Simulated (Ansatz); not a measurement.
Zn36O35 (charge +2): geometry relaxation (part 1 of 4)

- system: Zn36O35 (defect cell, 71 atoms in the cell, total charge +2)
- method: DFT PBE, scalar-relativistic, plane waves, PAW, no spin polarisation (Ansatz 0.2.0)

The structure derives from a Materials Project entry. It belongs to a series of runs on one base structure; here: O vacancy (site b), charge +2, atoms relaxed at the host's cell.

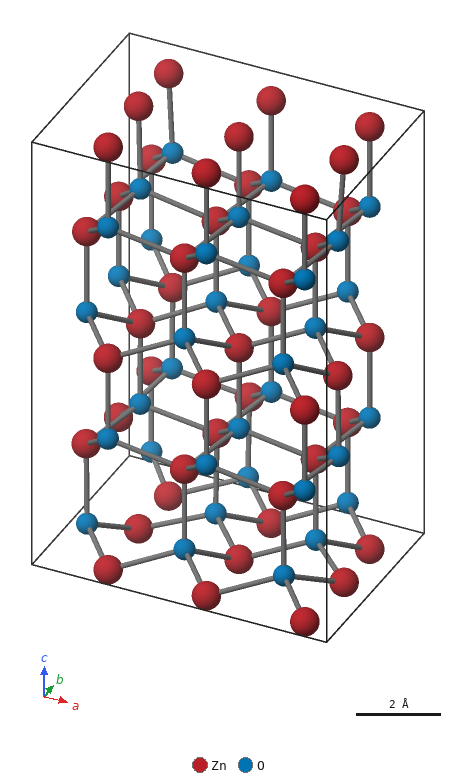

**Figure 1.** The input geometry (ball-and-stick view of the cell of the calculation, seen slightly off an axis). Near neighbours in the crystal (not all of them lie inside the picture): Zn has 3 O at 2.01 to 2.05 Å; Zn has 4 O at 2.00 to 2.02 Å; O has 4 Zn at 2.00 to 2.05 Å.

### Summary

```json
{"quantity": "outcome", "value": "converged"}
{"quantity": "electrons treated", "value": "640"}
{"quantity": "free energy", "value": "−139373.0824 eV"}
{"quantity": "Fermi energy", "value": "6.964 eV"}
{"quantity": "gap on the k-point mesh", "value": "0.60 eV"}
{"quantity": "final volume", "value": "887.38 Å³"}
{"quantity": "largest force (length of the vector) at the end", "value": "0.007 eV/Å"}
{"quantity": "hardware", "value": "8 threads of Intel Xeon @ 2.70GHz, 189 GiB of memory available, shared host"}
{"quantity": "wall time", "value": "5.9 min (CPU time 44 min)"}
{"quantity": "peak memory", "value": "12 GiB"}
```

### The input
```yaml
crystal:
  lattice:
    - [9.8381723232, 0.0, 0.0]
    - [-4.9190861616, -8.5201071587, 0.0]
    - [0.0, 0.0, -10.586466353]
  atoms:
    - { symbol: Zn, position: [0.110368818, 0.5544386516, 0.2259100805] }
    - { symbol: Zn, position: [0.1111519029, 0.5554004137, 0.7488345942] }
    - { symbol: Zn, position: [0.4442422143, 0.5556248349, 0.2493156976] }
    - { symbol: Zn, position: [0.4425690702, 0.554420363, 0.7511944828] }
    - { symbol: Zn, position: [0.1108122292, 0.2222772554, 0.2493397333] }
    - { symbol: Zn, position: [0.1121758296, 0.2239984642, 0.7512142208] }
    - { symbol: Zn, position: [0.7783609086, 0.5556153731, 0.2492968322] }
    - { symbol: Zn, position: [0.778771133, 0.5543865071, 0.7512282471] }
    - { symbol: Zn, position: [0.4444635411, 0.2220106549, 0.2504301981] }
    - { symbol: Zn, position: [0.4444629496, 0.2220904787, 0.7499486834] }
    - { symbol: Zn, position: [0.1108058793, 0.8880884262, 0.2493256328] }
    - { symbol: Zn, position: [0.1121327432, 0.8878245513, 0.7511824797] }
    - { symbol: Zn, position: [0.7783995, 0.2223261326, 0.2492507272] }
    - { symbol: Zn, position: [0.7787143148, 0.2240403184, 0.7512533336] }
    - { symbol: Zn, position: [0.444182335, 0.8881419554, 0.2493024979] }
    - { symbol: Zn, position: [0.4425734714, 0.8878522427, 0.7511639796] }
    - { symbol: Zn, position: [0.7778298252, 0.8887254806, 0.2503551919] }
    - { symbol: Zn, position: [0.777813394, 0.8887814046, 0.7497672715] }
    - { symbol: Zn, position: [0.8907084098, 0.445127522, 0.4961857588] }
    - { symbol: Zn, position: [0.909776313, 0.4523476066, 1.0086797105] }
    - { symbol: Zn, position: [0.221297842, 0.4451371195, 0.4962122194] }
    - { symbol: Zn, position: [0.2122031417, 0.4523112832, 1.0072189899] }
    - { symbol: Zn, position: [0.8892273037, 0.1115891822, 0.5007369736] }
    - { symbol: Zn, position: [0.8892918363, 0.1116921548, 0.9994914853] }
    - { symbol: Zn, position: [0.5558478662, 0.444760494, 0.5006258724] }
    - { symbol: Zn, position: [0.5556884442, 0.444300468, 1.0001395451] }
    - { symbol: Zn, position: [0.2217193912, 0.1106403178, 0.5005711219] }
    - { symbol: Zn, position: [0.2221648516, 0.1108568886, 1.0001976178] }
    - { symbol: Zn, position: [0.8891977865, 0.7772127546, 0.5006936279] }
    - { symbol: Zn, position: [0.8892951468, 0.7771799183, 0.9994612776] }
    - { symbol: Zn, position: [0.5558283274, 0.1106414984, 0.5005888371] }
    - { symbol: Zn, position: [0.5556046735, 0.1109256947, 1.0001604836] }
    - { symbol: Zn, position: [0.2212828923, 0.7757011756, 0.4962381762] }
    - { symbol: Zn, position: [0.213077913, 0.758402264, 1.0059130238] }
    - { symbol: Zn, position: [0.5549036545, 0.7772186715, 0.5006419342] }
    - { symbol: Zn, position: [0.5548599841, 0.7772456413, 0.9994897639] }
    - { symbol: O, position: [0.1110942464, 0.5553078998, 0.5603676216] }
    - { symbol: O, position: [0.4402857065, 0.5540953721, 0.0593939526] }
    - { symbol: O, position: [0.4426340713, 0.5543611955, 0.5606592001] }
    - { symbol: O, position: [0.1123884778, 0.226238398, 0.0594459814] }
    - { symbol: O, position: [0.1121107348, 0.2238074374, 0.5606784873] }
    - { symbol: O, position: [0.7808254428, 0.5540837359, 0.0594039286] }
    - { symbol: O, position: [0.7786303347, 0.5543521401, 0.5606825098] }
    - { symbol: O, position: [0.4444491137, 0.2220340984, 0.0608693888] }
    - { symbol: O, position: [0.4444344618, 0.2219856081, 0.560188657] }
    - { symbol: O, position: [0.1123949007, 0.8856912034, 0.059439421] }
    - { symbol: O, position: [0.1120899876, 0.8878719817, 0.5606680748] }
    - { symbol: O, position: [0.7807703282, 0.2262969747, 0.0593785394] }
    - { symbol: O, position: [0.7785875526, 0.2238148415, 0.5606952224] }
    - { symbol: O, position: [0.4401604454, 0.8857058689, 0.0593971717] }
    - { symbol: O, position: [0.4426587986, 0.8878517116, 0.5606442029] }
    - { symbol: O, position: [0.777839675, 0.8887096089, 0.0601893071] }
    - { symbol: O, position: [0.7777746791, 0.8886872347, 0.5600706737] }
    - { symbol: O, position: [0.8940059986, 0.4467900017, 0.3058593858] }
    - { symbol: O, position: [0.8914766114, 0.4455881952, 0.815541362] }
    - { symbol: O, position: [0.2197333889, 0.4467939349, 0.3058235001] }
    - { symbol: O, position: [0.2210241699, 0.4455694495, 0.8155060311] }
    - { symbol: O, position: [0.8889630278, 0.1110705719, 0.310710198] }
    - { symbol: O, position: [0.889034346, 0.1111967812, 0.8100049357] }
    - { symbol: O, position: [0.5559283016, 0.4448961054, 0.3102803747] }
    - { symbol: O, position: [0.5557221075, 0.444555862, 0.8104663633] }
    - { symbol: O, position: [0.2215352896, 0.1105539964, 0.3102202054] }
    - { symbol: O, position: [0.2220095983, 0.1108271248, 0.8105280158] }
    - { symbol: O, position: [0.8889353816, 0.7774994013, 0.3106855465] }
    - { symbol: O, position: [0.8889956493, 0.7775574565, 0.8099966945] }
    - { symbol: O, position: [0.5559714457, 0.1105954651, 0.3102268163] }
    - { symbol: O, position: [0.5556805255, 0.1108410406, 0.8104983516] }
    - { symbol: O, position: [0.2196873688, 0.7724669079, 0.3058632179] }
    - { symbol: O, position: [0.2210029536, 0.7751227016, 0.8154853704] }
    - { symbol: O, position: [0.5554554429, 0.7775269933, 0.3106236144] }
    - { symbol: O, position: [0.5554067715, 0.7775685035, 0.81001656] }
  host:
    lattice:
      - [3.2793907744, 0.0, 0.0]
      - [-1.6396953872, 2.8400357196, 0.0]
      - [0.0, 0.0, 5.2932331765]
    atoms:
      - { symbol: Zn, position: [0.6666666667, 0.3333333333, 0.5006044112] }
      - { symbol: Zn, position: [0.3333333333, 0.6666666667, 0.0006044112] }
      - { symbol: O, position: [0.6666666667, 0.3333333333, 0.8797055888] }
      - { symbol: O, position: [0.3333333333, 0.6666666667, 0.3797055888] }
total_charge: 2
basis:
  ecutwfc: 420
  xc_grid: 2
kpoints:
  mp_grid: { grid: [2, 2, 2], shift: [0.0, 0.0, 0.0] }
hamiltonian:
  xc: pbe
scf:
  occupations: { method: gaussian, width: 0.01 }
output:
  forces: true
  stress: false
  eigenvalues: true
  charged_corrections:
    defect_position: [0.11111111, 0.55555556, 0.06014721]
    epsilon: [[10.5528, 0.0, 0.0], [0.0, 10.5528, 0.0], [0.0, 0.0, 11.5878]]
  write_density: true
  write_potential: true
  elf: true
  volumetric_format: npy
relax:
  adjacent_minimum: "off"
  f_tol: 0.025
  max_steps: 45
```

Launched with:
```bash
ansatz run input.yaml --threads 8 --pin off --max-ram 20480MiB --backend cpu --events-out ev --progress --plain --runs-dir out
```

### The program's output
```
Engine: ansatz 0.2.0, x86_64-unknown-linux-gnu
Pseudopotentials: kind: paw
Pseudopotential: Zn, paw, valence charge 12, recommended cutoff 420 eV (normal), Zn.paw.azcp
Pseudopotential: O, paw, valence charge 6, recommended cutoff 420 eV (normal), O.paw.azcp
Functional definition: PBE
  parameter kappa = 0.804
  parameter beta = 0.06672455060314922
  exchange = pbe_x(kappa = kappa, mu = beta*pi^2/3)
  correlation = pbe_c(beta = beta)
Crystal: 71 atoms, lattice volume = 887.382 Å³
Basis set: ecut = 420 eV, 17351 PW (Γ), exchange–correlation on 144×144×144 points (8 copies of the dense FFT grid, shifted against one another)
Bands: 391, of which v1, the nominal top of the filled ones, is band 320 counted from 1 (319 counted from 0)
Symmetry: 1 space group operations
Space group: P1 (ITA 1), of the structure as read, at distance tolerance 9.6e-5 Å
k-points: 8
Non-local potential: Zn, projectors of the file, l = 0: 2, l = 1: 2, l = 2: 3, l = 3: 1
Non-local potential: O, projectors of the file, l = 0: 2, l = 1: 2, l = 2: 1
PAW form: soft (Blöchl's): semilocal exchange-correlation on the pseudo side does not see the compensation charge
PAW one-centre angular grid: Zn, 590 points (default); XC on 64 Gauss nodes
PAW one-centre angular grid: O, 110 points (default); XC on 64 Gauss nodes
Initial density: superposition of atomic densities (neutral atoms scaled as one to the charged cell's electrons: chi_scale 0, normalization atom), corrected by the library's trained network
Initial wavefunctions: pseudopotential atomic-orbital guess
Functional: x = pbe(κ = 0.804, μ = 0.2195149727645171), c = pbe(β = 0.06672455060314922)
SCF iter   1: F=—  HF=-139371.986800 eV  |F-HF|=—  |Δ(HF+E_count)|=         —  Δρ=1.69e-2  dr2=4.34e0  ethr=1.77e-3  ⟨swp⟩=5.8  Hψ=11193  notcnv=0  defer=64
preconditioner: auto → LDOS  [metal: Δε(μ)=0.001 eV  Ē_g=12.427 eV  σ=0.010 eV  W_gap=0.07  n_scr=242 (ndim 8)  ℏωp=31.5 eV  f_vac=0.040  D(μ)=28.11/eV (n_scr^D=212)  β→1.0]
SCF iter   2: F=—  HF=-139372.011182 eV  |F-HF|=—  |Δ(HF+E_count)|=   2.44e-2  Δρ=2.00e-2  dr2=4.17e0  ethr=6.78e-4  ⟨swp⟩=3.0  Hψ=5954  notcnv=0  defer=521
SCF iter   3: F=—  HF=-139371.042453 eV  |F-HF|=—  |Δ(HF+E_count)|=   9.69e-1  Δρ=5.01e-3  dr2=2.47e-1  ethr=6.51e-4  ⟨swp⟩=3.0  Hψ=4959  notcnv=0  defer=521
SCF iter   4: F=—  HF=-139371.006999 eV  |F-HF|=—  |Δ(HF+E_count)|=   3.55e-2  Δρ=3.49e-3  dr2=1.76e-1  ethr=3.86e-5  ⟨swp⟩=2.5  Hψ=6015  notcnv=0  defer=520
SCF iter   5: F=—  HF=-139371.006547 eV  |F-HF|=—  |Δ(HF+E_count)|=   4.51e-4  Δρ=1.76e-3  dr2=1.27e-1  ethr=2.75e-5  ⟨swp⟩=2.0  Hψ=4936  notcnv=0  defer=520
SCF iter   6: F=—  HF=-139371.000201 eV  |F-HF|=—  |Δ(HF+E_count)|=   6.35e-3  Δρ=1.19e-3  dr2=2.60e-2  ethr=1.99e-5  ⟨swp⟩=2.0  Hψ=3395  notcnv=0  defer=520
SCF iter   7: F=—  HF=-139370.997116 eV  |F-HF|=—  |Δ(HF+E_count)|=   3.08e-3  Δρ=7.55e-4  dr2=6.60e-3  ethr=4.06e-6  ⟨swp⟩=2.0  Hψ=2898  notcnv=0  defer=520
SCF iter   8: F=—  HF=-139370.997090 eV  |F-HF|=—  |Δ(HF+E_count)|=   2.63e-5  Δρ=8.64e-4  dr2=1.58e-2  ethr=1.03e-6  ⟨swp⟩=2.0  Hψ=4221  notcnv=0  defer=520
SCF iter   9: F=—  HF=-139370.996906 eV  |F-HF|=—  |Δ(HF+E_count)|=   1.84e-4  Δρ=7.71e-4  dr2=1.30e-2  ethr=1.03e-6  ⟨swp⟩=1.0  Hψ=2608  notcnv=0  defer=520
SCF iter  10: F=—  HF=-139370.996539 eV  |F-HF|=—  |Δ(HF+E_count)|=   3.67e-4  Δρ=3.04e-4  dr2=2.13e-3  ethr=1.03e-6  ⟨swp⟩=1.6  Hψ=2615  notcnv=0  defer=520
SCF iter  11: F=—  HF=-139370.996391 eV  |F-HF|=—  |Δ(HF+E_count)|=   1.48e-4  Δρ=1.79e-4  dr2=5.57e-4  ethr=3.33e-7  ⟨swp⟩=2.0  Hψ=4075  notcnv=0  defer=520
SCF iter  12: F=—  HF=-139370.996348 eV  |F-HF|=—  |Δ(HF+E_count)|=   4.25e-5  Δρ=1.17e-4  dr2=1.70e-4  ethr=8.71e-8  ⟨swp⟩=2.0  Hψ=4056  notcnv=0  defer=520
SCF iter  13: F=—  HF=-139370.996339 eV  |F-HF|=—  |Δ(HF+E_count)|=   9.19e-6  Δρ=8.18e-5  dr2=7.88e-5  ethr=2.66e-8  ⟨swp⟩=1.8  Hψ=3469  notcnv=0  defer=520
SCF iter  14: F=—  HF=-139370.996334 eV  |F-HF|=—  |Δ(HF+E_count)|=   4.81e-6  Δρ=6.12e-5  dr2=6.14e-5  ethr=1.23e-8  ⟨swp⟩=2.0  Hψ=4894  notcnv=0  defer=520
SCF iter  15: F=—  HF=-139370.996330 eV  |F-HF|=—  |Δ(HF+E_count)|=   3.69e-6  Δρ=4.38e-5  dr2=2.52e-5  ethr=9.60e-9  ⟨swp⟩=2.0  Hψ=3650  notcnv=0  defer=520
SCF iter  16: F=—  HF=-139370.996329 eV  |F-HF|=—  |Δ(HF+E_count)|=   1.47e-6  Δρ=3.70e-5  dr2=1.70e-5  ethr=2.44e-9  ⟨swp⟩=18.2  Hψ=35358  notcnv=0
SCF iter  17: F=-139370.996321 eV  HF=-139370.996327 eV  |F-HF|=6.46e-6  |Δ(HF+E_count)|=   1.63e-6  Δρ=2.32e-5  dr2=7.29e-6  ethr=2.44e-9  ⟨swp⟩=10.2  Hψ=28398  notcnv=0
SCF 1 converged in 17 iterations: F = -139370.996321 eV  dr2 = 7.29e-6
  greatest PAW one-centre occupation: 0.988 electrons in one spin orbital (limit 2), on the Zn atom at site 21 (counted from 0), in its partial waves of l = 2
relax step   1: F+E_penalty+E_count = -139370.99632093 eV  Δ(F+E_penalty+E_count) = +0.000e0 eV  max|allowed force component| = 1.160e0 eV/Å  Δτ_max = 0.0000 Å  (17 SCF iters, dr2 threshold 1.56e-5 eV, accepted)
Initial density: handed on by an earlier stage of this run
Initial wavefunctions: those handed on with the density
iter 1 solved again at ethr=2.44e-4 eV; its pass at ethr=3.10e-3 eV (dr2=1.56e0 eV) is discarded
SCF iter   1: F=—  HF=-139371.777070 eV  |F-HF|=—  |Δ(HF+E_count)|=         —  Δρ=8.65e-3  dr2=1.51e0  ethr=2.44e-4  ⟨swp⟩=1.0  Hψ=9122  notcnv=0  defer=482
preconditioner: auto → LDOS  [metal: Δε(μ)=0.001 eV  Ē_g=12.238 eV  σ=0.010 eV  W_gap=0.04  n_scr=242 (ndim 8)  ℏωp=31.5 eV  f_vac=0.042  D(μ)=28.17/eV (n_scr^D=212)  β→1.0]
SCF iter   2: F=—  HF=-139371.728457 eV  |F-HF|=—  |Δ(HF+E_count)|=   4.86e-2  Δρ=9.90e-3  dr2=1.07e0  ethr=2.36e-4  ⟨swp⟩=3.5  Hψ=5005  notcnv=0  defer=484
SCF iter   3: F=—  HF=-139371.433446 eV  |F-HF|=—  |Δ(HF+E_count)|=   2.95e-1  Δρ=2.27e-3  dr2=9.28e-2  ethr=1.67e-4  ⟨swp⟩=3.0  Hψ=5223  notcnv=0  defer=514
SCF iter   4: F=—  HF=-139371.419858 eV  |F-HF|=—  |Δ(HF+E_count)|=   1.36e-2  Δρ=7.03e-4  dr2=1.85e-2  ethr=1.45e-5  ⟨swp⟩=2.1  Hψ=5679  notcnv=0  defer=523
SCF iter   5: F=—  HF=-139371.418059 eV  |F-HF|=—  |Δ(HF+E_count)|=   1.80e-3  Δρ=5.25e-4  dr2=2.91e-3  ethr=2.88e-6  ⟨swp⟩=2.0  Hψ=4930  notcnv=0  defer=523
SCF iter   6: F=—  HF=-139371.417409 eV  |F-HF|=—  |Δ(HF+E_count)|=   6.50e-4  Δρ=1.32e-4  dr2=2.51e-4  ethr=4.54e-7  ⟨swp⟩=2.0  Hψ=4991  notcnv=0  defer=523
SCF iter   7: F=-139371.417319 eV  HF=-139371.417359 eV  |F-HF|=3.96e-5  |Δ(HF+E_count)|=   5.01e-5  Δρ=6.61e-5  dr2=4.19e-5  ethr=1.31e-8  ⟨swp⟩=14.8  Hψ=31509  notcnv=0
SCF 2 converged in 7 iterations: F = -139371.417319 eV  dr2 = 4.19e-5
[... from here on the iterations of each SCF are left out, up to the last one ...]
relax step   2: F+E_penalty+E_count = -139371.41731920 eV  Δ(F+E_penalty+E_count) = -4.210e-1 eV  max|allowed force component| = 1.307e0 eV/Å  Δτ_max = 0.1022 Å  (7 SCF iters, dr2 threshold 8.41e-5 eV, accepted)
preconditioner: auto → LDOS  [insulator: Δε(μ)=0.031 eV  Ē_g=12.247 eV  σ=0.010 eV  W_gap=0.97  n_scr=242 (ndim 8)  ℏωp=31.5 eV  f_vac=0.041  D(μ)=3.63/eV (n_scr^D=8)  ε∞_Penn≈7.6  β→1.0]
SCF 3 converged in 9 iterations: F = -139371.946987 eV  dr2 = 5.77e-5
relax step   3: F+E_penalty+E_count = -139371.94698747 eV  Δ(F+E_penalty+E_count) = -5.297e-1 eV  max|allowed force component| = 1.254e0 eV/Å  Δτ_max = 0.1250 Å  (9 SCF iters, dr2 threshold 1.00e-4 eV, accepted)
preconditioner: auto → Resta (q_TF=auto, 2.584 Å⁻¹)  ε∞=7.6  [insulator: Δε(μ)=0.568 eV  Ē_g=12.283 eV  σ=0.010 eV  W_gap=1.00  n_scr=242 (ndim 8)  ℏωp=31.5 eV  f_vac=0.047  D(μ)=0.00/eV (n_scr^D=0)  ε∞_Penn≈7.6]
SCF 4 converged in 8 iterations: F = -139372.657665 eV  dr2 = 1.24e-5
relax step   4: F+E_penalty+E_count = -139372.65766452 eV  Δ(F+E_penalty+E_count) = -7.107e-1 eV  max|allowed force component| = 5.478e-1 eV/Å  Δτ_max = 0.1950 Å  (8 SCF iters, dr2 threshold 1.00e-4 eV, accepted)
preconditioner: auto → Resta (q_TF=auto, 2.584 Å⁻¹)  ε∞=7.6  [insulator: Δε(μ)=0.634 eV  Ē_g=12.295 eV  σ=0.010 eV  W_gap=1.00  n_scr=242 (ndim 8)  ℏωp=31.5 eV  f_vac=0.058  D(μ)=0.00/eV (n_scr^D=0)  ε∞_Penn≈7.6]
SCF 5 converged in 7 iterations: F = -139372.998709 eV  dr2 = 3.54e-5
relax step   5: F+E_penalty+E_count = -139372.99870870 eV  Δ(F+E_penalty+E_count) = -3.410e-1 eV  max|allowed force component| = 3.252e-1 eV/Å  Δτ_max = 0.2000 Å  (7 SCF iters, dr2 threshold 5.72e-5 eV, accepted)
preconditioner: auto → Resta (q_TF=auto, 2.584 Å⁻¹)  ε∞=7.6  [insulator: Δε(μ)=0.611 eV  Ē_g=12.280 eV  σ=0.010 eV  W_gap=1.00  n_scr=242 (ndim 8)  ℏωp=31.5 eV  f_vac=0.060  D(μ)=0.00/eV (n_scr^D=0)  ε∞_Penn≈7.6]
SCF 6 converged in 7 iterations: F = -139373.079220 eV  dr2 = 5.81e-6
```
